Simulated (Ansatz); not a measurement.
# Two runs on BaTiO3

System: BaTiO3 (5 atoms in the cell).
Method of run 1: DFT, PBE, plane waves, PAW, no spin polarisation (Ansatz 0.2.0).

The structure derives from an entry of the Crystallography Open Database. The geometry comes from this level: r2SCAN. Text and figures count atoms from 1; the logs count them from 0 in places.

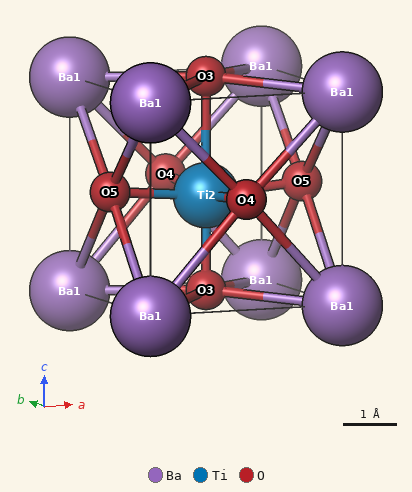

**Figure 1.** The structure as given in the input (ball-and-stick view of the cell of the calculation, seen slightly off an axis; atoms are numbered from 1 in the order of the input).

### Input, run 1
```yaml
crystal:
  lattice:
    - [3.9723651711, 0.0, 0.0]
    - [0.0, 3.9723651711, 0.0]
    - [0.0, 0.0, 4.1122285527]
  atoms:
    - { symbol: Ba, position: [0.0, 0.0, -0.0043576124] }
    - { symbol: Ti, position: [0.5, 0.5, 0.4775258072] }
    - { symbol: O, position: [0.5, 0.5, 0.0345450355] }
    - { symbol: O, position: [0.5, 0.0, 0.5176433849] }
    - { symbol: O, position: [0.0, 0.5, 0.5176433849] }
kpoints:
  mp_grid: { grid: [6, 6, 6] }
  band_path:
    path:
      - [0.0, 0.0, 0.0]
      - [0.0, 0.5, 0.0]
      - [0.5, 0.5, 0.0]
      - [0.0, 0.0, 0.5]
      - [0.0, 0.5, 0.5]
      - [0.5, 0.5, 0.5]
      - [-0.5, -0.5, 0.479167]
    npoints: 1
hamiltonian:
  xc: pbe
scf:
  occupations: { method: fixed }
  n_extra_bands: 5
output:
  forces: true
  stress: true
  eigenvalues: true
```

Launched with:
```bash
ansatz run input.yaml --threads 2 --pin off --max-ram 3686MiB --backend cpu --events-out ev --progress --plain --runs-dir out
```

Hardware: 2 threads of Intel Xeon @ 2.50GHz (Skylake/Cascade Lake), 189 GiB of memory available, shared host.

### Output, shortened to warnings, some set-up lines, iterations and results (run 1)
```
Basis set: ecut = 420 eV, 1293 PW (Γ), exchange–correlation on 54×54×60 points (8 copies of the dense FFT grid, shifted against one another)
Symmetry: 8 space group operations
k-points: 40 of 216 (time reversal used)
Initial density: superposition of atomic densities (neutral atoms: chi_scale 0, normalization atom), corrected by the library's trained network
[...]
SCF iter   1: F=—  HF=-10159.602745 eV  |F-HF|=—  |Δ(HF+E_count)|=         —  Δρ=1.49e-3  dr2=8.53e-4  ethr=1.77e-3  ⟨swp⟩=4.3  Hψ=4229  notcnv=0  defer=83
SCF iter   2: F=—  HF=-10159.603094 eV  |F-HF|=—  |Δ(HF+E_count)|=   3.49e-4  Δρ=8.47e-4  dr2=2.59e-4  ethr=2.13e-6  ⟨swp⟩=2.0  Hψ=2205  notcnv=0  defer=116
SCF iter   3: F=—  HF=-10159.603179 eV  |F-HF|=—  |Δ(HF+E_count)|=   8.48e-5  Δρ=4.41e-4  dr2=5.44e-5  ethr=6.48e-7  ⟨swp⟩=2.0  Hψ=1403  notcnv=0  defer=116
SCF iter   4: F=—  HF=-10159.602931 eV  |F-HF|=—  |Δ(HF+E_count)|=   2.48e-4  Δρ=1.95e-4  dr2=1.71e-5  ethr=1.36e-7  ⟨swp⟩=2.8  Hψ=1905  notcnv=0  defer=59
SCF iter   5: F=—  HF=-10159.602940 eV  |F-HF|=—  |Δ(HF+E_count)|=   8.46e-6  Δρ=4.42e-5  dr2=1.63e-6  ethr=4.27e-8  ⟨swp⟩=2.0  Hψ=1317  notcnv=0  defer=69
SCF iter   6: F=—  HF=-10159.602940 eV  |F-HF|=—  |Δ(HF+E_count)|=   2.48e-7  Δρ=1.74e-5  dr2=2.27e-7  ethr=4.08e-9  ⟨swp⟩=2.4  Hψ=1693  notcnv=0  defer=72
SCF iter   7: F=-10159.602940 eV  HF=-10159.602940 eV  |F-HF|=3.84e-9  |Δ(HF+E_count)|=   7.52e-8  Δρ=5.19e-6  dr2=1.80e-8  ethr=2.50e-10  ⟨swp⟩=10.6  Hψ=5614  notcnv=0
SCF 1 converged in 7 iterations: F = -10159.602940 eV  dr2 = 1.80e-8
NSCF: frozen V_eff on 7 k-points
SCF converged after 7 iterations
Free energy (F): -10159.602940 eV
Harris-Foulkes:  -10159.602940 eV  (|F-HF|=3.84e-9)
Internal energy: -10159.602940 eV  (E = F + TS)
E sigma→0 (E₀):  -10159.602940 eV
Fermi energy:    10.298807 eV
--- Per-component energies (eV) ---
  E_band       = -145.994273
  E_kinetic    = 970.785811
  E_local      = -2132.952670  (includes V_loc(G=0)·N_el)
  E_nonlocal   = 203.816655
  E_hartree    = 833.998097
  E_xc         = -491.555673
  E_vxc        = -546.239880  (∫ρ·V_xc dr)
  E_paw        = -6744.838100  (= ΣΔE_a)
  E_vpaw       = -309.410423  (= ΣTr[D̂ρ^β])
  E_aug_tail   = 0.007449  (compensation charges beyond the density's cutoff)
  E_ewald      = -2798.864510
  E_smearing   = -0.000000  (= −TS)
  E_closure    = -0.000000  (closes the sum)
  Σ components = -10159.602940   (vs F -10159.602940, Δ=0.00e0)
--- Forces (eV/Å), atoms counted from 1 ---
  atom   1  Ba    -0.00000000     0.00000000    -0.01595617
  atom   2  Ti     0.00000000     0.00000000     0.05789915
  atom   3  O     -0.00000000     0.00000000    -0.12681005
  atom   4  O     -0.00000000     0.00000000     0.04244389
  atom   5  O      0.00000000    -0.00000000     0.04244389
  max |Σ_I F_I| component: 2.07e-5 eV/Å
--- Stress (GPa, compression-positive) ---
        3.116010       0.000000       0.000000
        0.000000       3.116010       0.000000
        0.000000       0.000000       3.268410
  P = ⅓ Tr σ = 3.1668 GPa (31.668 kbar)
```

The input of run 2 differs as follows (lines with − go, lines with + come):
```diff
-  xc: pbe
+  xc: r2scan
```

Predict how the results change.

The total energies belong to different methods, so their difference says nothing on which is more stable or more accurate. The gap on the mesh goes from 1.87 to 2.23 eV. The pressure goes from 3.17 to 0.00 GPa. The largest force goes from 0.127 to 0.002 eV/Å. The functional changes from PBE to r2SCAN. The SCF takes 9 iterations against 7. The default cutoff goes from 420 to 500 eV with the change. The plane waves at Γ go from 1293 to 1655. On the same kind of shared host run 2 took about 2.1 times as long.

### Output, shortened to warnings, some set-up lines, iterations and results (run 2)
```
Basis set: ecut = 500 eV, 1655 PW (Γ), exchange–correlation on 120×120×120 points (64 copies of the dense FFT grid, shifted against one another)
Symmetry: 8 space group operations
k-points: 40 of 216 (time reversal used)
Initial density: superposition of atomic densities (neutral atoms: chi_scale 0, normalization atom), corrected by the library's trained network
[...]
SCF iter   1: F=—  HF=-10183.729745 eV  |F-HF|=—  |Δ(HF+E_count)|=         —  Δρ=2.10e-2  dr2=3.60e-1  dr2_τ=2.44e-1  ethr=1.77e-3  ⟨swp⟩=4.7  Hψ=4269  notcnv=0  defer=82
SCF iter   2: F=—  HF=-10183.834716 eV  |F-HF|=—  |Δ(HF+E_count)|=   1.05e-1  Δρ=1.10e-2  dr2=4.80e-2  dr2_τ=1.97e-2  ethr=9.01e-4  ⟨swp⟩=3.3  Hψ=2195  notcnv=0  defer=65
SCF iter   3: F=—  HF=-10183.828264 eV  |F-HF|=—  |Δ(HF+E_count)|=   6.45e-3  Δρ=3.58e-3  dr2=5.55e-3  dr2_τ=4.25e-4  ethr=1.20e-4  ⟨swp⟩=2.5  Hψ=1464  notcnv=0  defer=91
SCF iter   4: F=—  HF=-10183.827541 eV  |F-HF|=—  |Δ(HF+E_count)|=   7.23e-4  Δρ=1.47e-3  dr2=9.79e-4  dr2_τ=1.62e-4  ethr=1.39e-5  ⟨swp⟩=2.3  Hψ=1694  notcnv=0  defer=115
SCF iter   5: F=—  HF=-10183.827406 eV  |F-HF|=—  |Δ(HF+E_count)|=   1.35e-4  Δρ=3.52e-4  dr2=6.07e-5  dr2_τ=6.33e-6  ethr=2.45e-6  ⟨swp⟩=2.0  Hψ=1490  notcnv=0  defer=114
SCF iter   6: F=—  HF=-10183.827401 eV  |F-HF|=—  |Δ(HF+E_count)|=   5.50e-6  Δρ=1.65e-4  dr2=1.50e-5  dr2_τ=2.41e-6  ethr=1.52e-7  ⟨swp⟩=2.0  Hψ=1576  notcnv=0  defer=40
SCF iter   7: F=—  HF=-10183.827399 eV  |F-HF|=—  |Δ(HF+E_count)|=   1.40e-6  Δρ=5.25e-5  dr2=1.96e-6  dr2_τ=1.02e-7  ethr=3.76e-8  ⟨swp⟩=2.0  Hψ=1380  notcnv=0  defer=40
SCF iter   8: F=—  HF=-10183.827399 eV  |F-HF|=—  |Δ(HF+E_count)|=   3.34e-8  Δρ=1.81e-5  dr2=2.44e-7  dr2_τ=1.47e-8  ethr=4.91e-9  ⟨swp⟩=2.2  Hψ=1522  notcnv=0  defer=40
SCF iter   9: F=-10183.827399 eV  HF=-10183.827399 eV  |F-HF|=1.36e-8  |Δ(HF+E_count)|=   3.18e-8  Δρ=4.75e-6  dr2=1.61e-8  dr2_τ=2.86e-10  ethr=2.50e-10  ⟨swp⟩=9.8  Hψ=5228  …
SCF 1 converged in 9 iterations: F = -10183.827399 eV  dr2 = 1.61e-8
NSCF: frozen V_eff on 7 k-points
SCF converged after 9 iterations
Free energy (F): -10183.827399 eV
Harris-Foulkes:  -10183.827399 eV  (|F-HF|=1.36e-8)
Internal energy: -10183.827399 eV  (E = F + TS)
E sigma→0 (E₀):  -10183.827399 eV
Fermi energy:    9.990787 eV
--- Per-component energies (eV) ---
  E_band       = -179.946369
  E_kinetic    = 974.109204
  E_local      = -2130.953017  (includes V_loc(G=0)·N_el)
  E_nonlocal   = 199.709866
  E_hartree    = 832.946915
  E_xc         = -475.300463
  E_vxc        = -604.304372  (∫ρ·V_xc dr)
  E_paw        = -6785.199666  (= ΣΔE_a)
  E_vpaw       = -321.237610  (= ΣTr[D̂ρ^β])
  E_aug_tail   = 0.003136  (compensation charges beyond the density's cutoff)
  E_vtau       = 36.832519  (kinetic-family band-sum trace: ∫τ·v_τ [+ j·A + Jᵃ·Aᵃ] dr)
  E_ewald      = -2798.864510
  E_core_change = -0.278864  (= ΣΔE_core)
  E_smearing   = -0.000000  (= −TS)
  E_closure    = -0.000000  (closes the sum)
  Σ components = -10183.827399   (vs F -10183.827399, Δ=0.00e0)
--- Forces (eV/Å), atoms counted from 1 ---
  atom   1  Ba    -0.00000000     0.00000000    -0.00076738
  atom   2  Ti     0.00000000     0.00000000    -0.00131137
  atom   3  O      0.00000000     0.00000000     0.00161495
  atom   4  O     -0.00000000     0.00000000     0.00014429
  atom   5  O      0.00000000    -0.00000000     0.00014429
  max |Σ_I F_I| component: 1.75e-4 eV/Å
--- Stress (GPa, compression-positive) ---
       -0.006407       0.000000       0.000000
        0.000000      -0.006407       0.000000
        0.000000       0.000000       0.006613
  P = ⅓ Tr σ = -0.0021 GPa (-0.021 kbar)
```

### The two runs side by side

| quantity | run 1 | run 2 |
| --- | --- | --- |
| outcome | converged | converged |
| free energy per atom (eV) | −2031.9206 | −2036.7655 |
| gap on the mesh (eV) | 1.87 | 2.23 |
| pressure (GPa) | 3.17 | 0.00 |
| largest force (eV/Å) | 0.127 | 0.002 |
| SCF iterations | 7 | 9 |
| irreducible k-points | 40 | 40 |
| plane waves at Γ | 1293 | 1655 |
| wall time (shared host) | 9.8 s | 21 s |
